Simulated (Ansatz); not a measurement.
Start from this file.

```
Cs H
1.0
     4.44542    0.00000    0.00000
     0.00000    4.58081    0.00000
     0.00000    0.00000    6.38251
Cs H
2 2
Direct
  0.00000 0.00000 0.00000
  0.50000 0.50000 0.50000
  0.50000 0.50000 0.00000
  0.00000 0.00000 0.50000
```

### Before looking at a picture, describe the arrangement of atoms.

The structure is one of CsH. The symmetry is that of Immm (No. 71), on a body-centred orthorhombic lattice. The cell comprises 2 formula units: 2 Cs, 2 H. The coordination shell of Cs holds six H in an octahedral arrangement at 3.19 Å. H is linked to six Cs in an octahedral arrangement at 3.19 Å. The bonds build a three-dimensional framework.

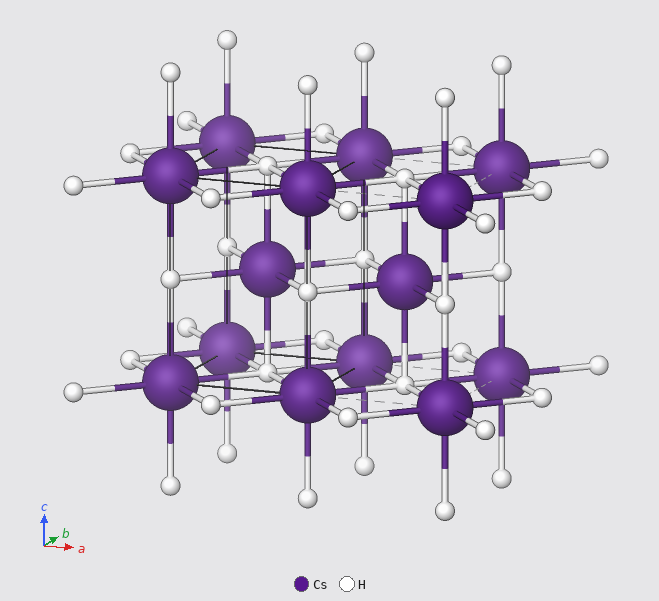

Crystal structure, ball-and-stick style, seen slightly off an axis. One conventional unit cell is drawn solid; the view covers 2×1×1 cells. Some atoms of the next cells are drawn as well.

The model was built from a structure listed in the Materials Project. The cell was then strained or its atoms displaced on purpose. Ansatz was used for an electronic-structure calculation on it.
